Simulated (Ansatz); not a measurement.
## STM study: Sr(110) (Im-3m bulk, 4 atomic planes (those closer than 0.6 Å count as one), 10 Å)

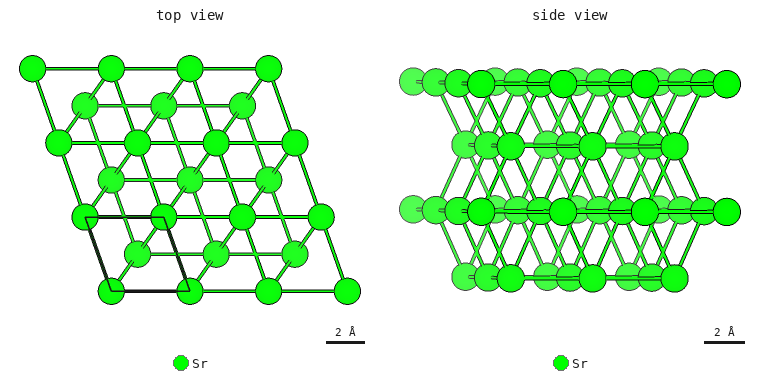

The relaxed structure from above and from the side.

Method: DFT PBE, scalar-relativistic, plane waves, PAW (Ansatz 0.2.0). Cutoff 420 eV, 22 × 22 k-points, Gaussian smearing 0.1 eV, dipole correction. The slab is a cut without reconstruction beyond its cell, at the source's lattice constants, with its lower half held fixed and the rest relaxed. This isn't the element's usual fcc form. No spin polarisation. The run warns that the functional's potential is rough in the thin density of the vacuum, where the tip is; weak contrasts and barriers may feel it.

Tersoff–Hamann simulation (s-wave tip); biases are sample biases. Bias windows are sharp sums over the levels of the k mesh.

Input file:

```yaml
crystal:
  lattice:
    - [4.20022321, 0.0, 0.0]
    - [-1.4000744, 3.96000842, 0.0]
    - [0.0, 0.0, 30.2884035892]
  atoms:
    - { symbol: Sr, position: [0.5, 0.5, 0.3301593618] }
    - { symbol: Sr, position: [0.0, 0.0, 0.4433864571] }
    - { symbol: Sr, position: [0.5, 0.5, 0.5535853877] }
    - { symbol: Sr, position: [0.0, 0.0, 0.6594599802] }
basis:
  ecutwfc: 420.0
  fft_grid_basis: typed
kpoints:
  mp_grid: { grid: [22, 22, 1] }
hamiltonian:
  xc: pbe
  pseudopotentials: { kind: paw }
scf:
  occupations: { method: gaussian, width: 0.1 }
output:
  forces: true
  eigenvalues: true
  band_densities:
    - { e_range: [-2.0, -1.0] }
    - { e_range: [-1.0, -0.5] }
    - { e_range: [-0.5, -0.25] }
    - { e_range: [-0.25, 0.0] }
    - { e_range: [0.0, 0.25] }
    - { e_range: [0.25, 0.5] }
    - { e_range: [0.5, 1.0] }
  band_residual_tolerance: 1.0e-05
  write_potential: true
  elf: true
  write_density: true
  volumetric_format: npy
efield:
  axis: 3
  dipole_correction: true
  ramp_width: 0.04
checkpoint:
  read: start.run
  write: ck
  compress: false
  write_wavefunctions: false
  write_every: 100000
```

Run with:

```sh
ansatz run input.yaml --threads 1 --pin off --max-ram 2211MiB --backend cpu --events-out ev --progress --plain --runs-dir out
```

Cost without the relaxation before it: 12 min on 1 thread of Arm Neoverse N1, with other jobs on the host, peak memory 1.7 GiB.

### 1. One image

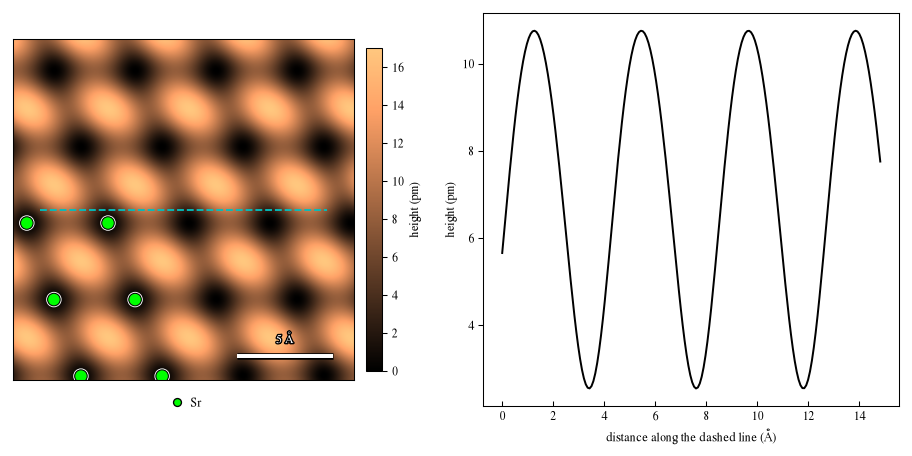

Constant-current image at a set point of 7.9 × 10⁻⁵ e/Å³ of this surface, sample bias −0.25 V. The atoms seen from above are drawn over one corner (deeper ones smaller). The right panel is the profile along the dashed line.

Q: Which atoms or sites appear bright, which dark, and how strong is the contrast?

A: The brightest spots lie over bridge points of the top Sr atoms (with a hidden Sr atom 3.2 Å below the top plane); the darkest points are over the top Sr atoms. The corrugation is 17 pm at a mean tip height of 3.5 Å.

### 2. Approach curves

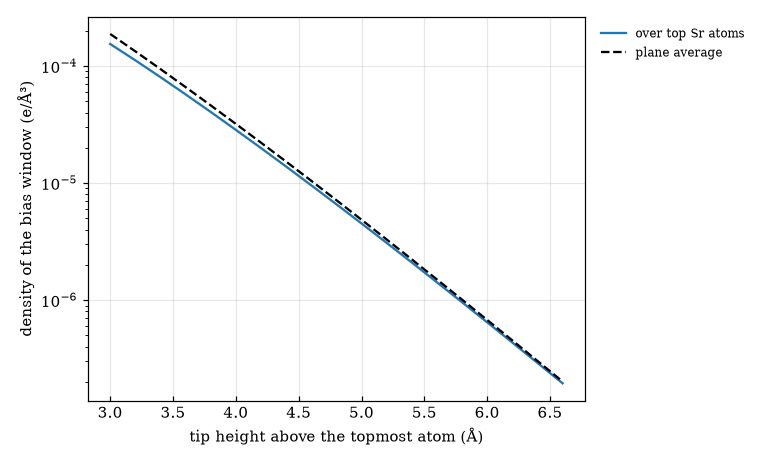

Approach curves over this surface at a sample bias of −0.25 V.

Q: How fast does the current decay, and what apparent barrier height does that imply?

A: Near 4 Å the plane average falls as exp(−1.83 z/Å), a factor of 6.2 per ångström, which gives an apparent barrier of 3.2 eV (0.952 eV Å² times the slope squared). The vacuum level lies 2.48 eV above zero bias. The curve is still bending at 4 Å, since the potential hasn't yet risen to the vacuum level: further out the slope reaches 2.01 per Å, an apparent barrier of 3.9 eV. That far value is well above 2.48 eV. The value exceeds even the 2.73 eV between the vacuum level and the deepest states of the window, so their depth alone doesn't explain it. States away from the zone centre decay faster, since their momentum along the surface adds to the barrier, and that may account for the rest.

### 3. States by depth

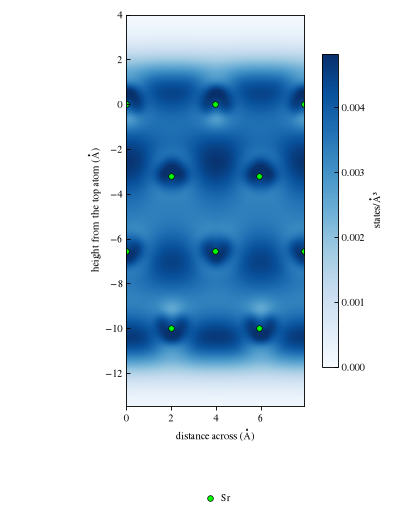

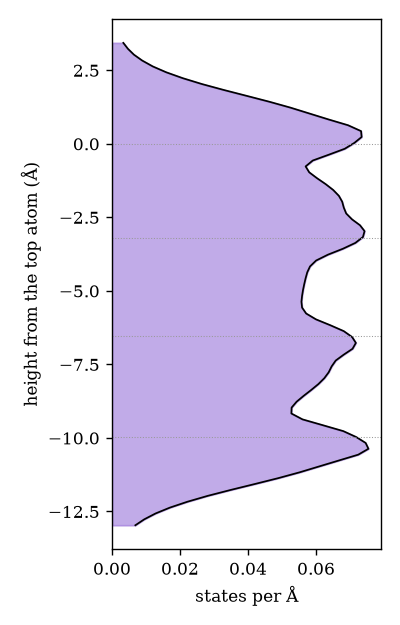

Density of all states between −0.50 and −0.25 eV (zero: the Fermi level) of this surface: side view, averaged along the second cell vector, and the full density summed over planes, the part near the nuclei included (dotted lines mark the atomic planes).

The first picture shows the smooth PAW orbitals' density alone; the shares below count all of it.

Q: Where in the slab do these states sit?

A: The window holds 0.9 states per cell. Shares by plane (space cut midway between planes), top to bottom: Sr 25 %, Sr 25 %, Sr 24 %, Sr 26 %; the outer planes' shares include the vacuum, and density in a gap between layers is shared out between the planes on either side. The states spread through the slab.

### 4. Bias series

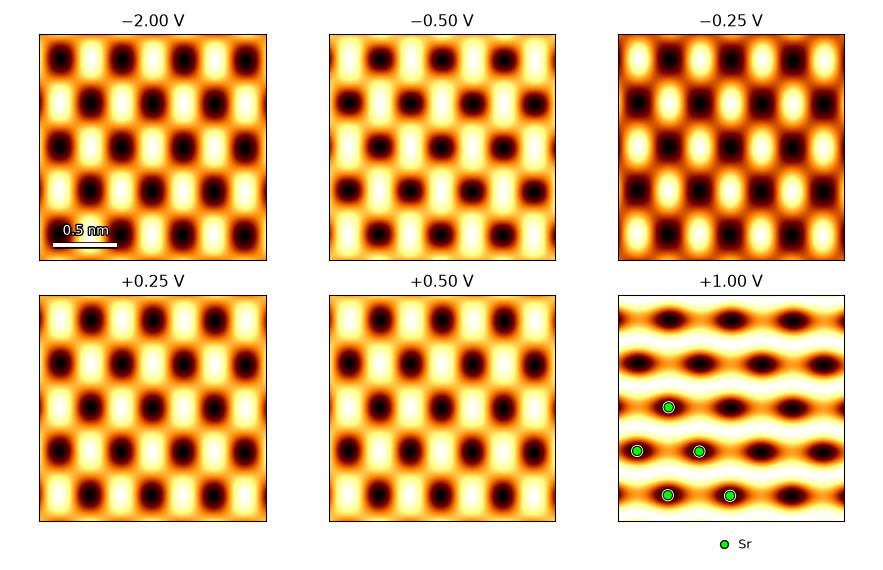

Constant-height images of this surface at 6 sample biases, each on its own colour scale; the last has the atoms seen from above drawn over one corner (deeper ones smaller).

Q: How do the images change with bias?

A:
```csv
bias,height (Å),bright/dark,brightest over
−2.00 V,3.5,1.1,top Sr atoms
−0.50 V,3.5,1.1,bridge points of the top Sr atoms (with a hidden Sr atom 3.2 Å below the top plane)
−0.25 V,3.5,1.4,bridge points of the top Sr atoms (with a hidden Sr atom 3.2 Å below the top plane)
+0.25 V,3.5,1.3,bridge points of the top Sr atoms (with a hidden Sr atom 3.2 Å below the top plane)
+0.50 V,3.5,1.1,bridge points of the top Sr atoms (with a hidden Sr atom 3.2 Å below the top plane)
+1.00 V,3.5,1.1,bridge points of the top Sr atoms and bridge points between Sr atoms
```

The slab has states at the Fermi level, so this model gives a current down to small biases. Its work function (top face) is 2.48 eV.

The weakest contrasts here depend on the k mesh and on the tip.
